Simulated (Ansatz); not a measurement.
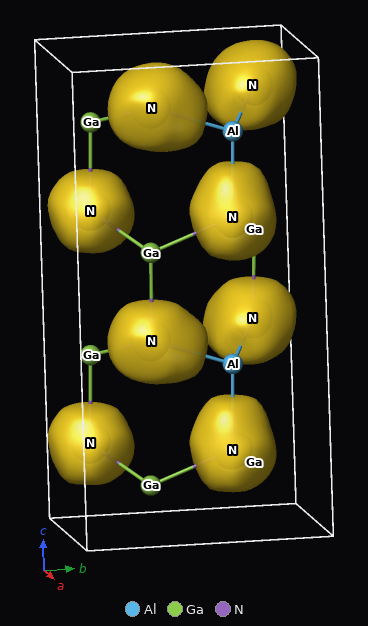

AlGa3N4. Isosurface of the electron localisation function at 0.65 (yellow), seen slightly off an axis. Only the valence region is drawn (cores and ρ < 0.01 e/Å³ removed). Sticks mark near contacts.

Space group P1; a structure from a database of computed crystals, not necessarily the ambient phase; not relaxed (largest force 1.1 eV/Å).

Level of theory: DFT PBEsol, scalar-relativistic, plane waves, PAW (Ansatz).

Core electrons are frozen (PAW), and the valence fields are smoothed inside the atomic spheres.

Identify the bonds, lone pairs and shells in this picture.

At this value the surface marks out six regions on N in which the atom's valence shell and bonds are merged and two regions wrapped around N (the valence shell of each), counted in one cell of 16 atoms. Any copies at cell faces, edges or corners count once.

Values along the shortest contacts:
Al–N (1.89 Å): the ELF peaks at about 0.90 between the atoms, as expected for a polar covalent bond. Ga–N (1.94 Å): the ELF peaks at about 0.85 in the valence shell of N, 0.7 Å from its nucleus, and is about 0.50 at the midpoint.

Metal or insulator at this level of theory?

It is gapped, with a Kohn–Sham gap of 1.7 eV on the k-point mesh, an upper bound to the gap of this method.
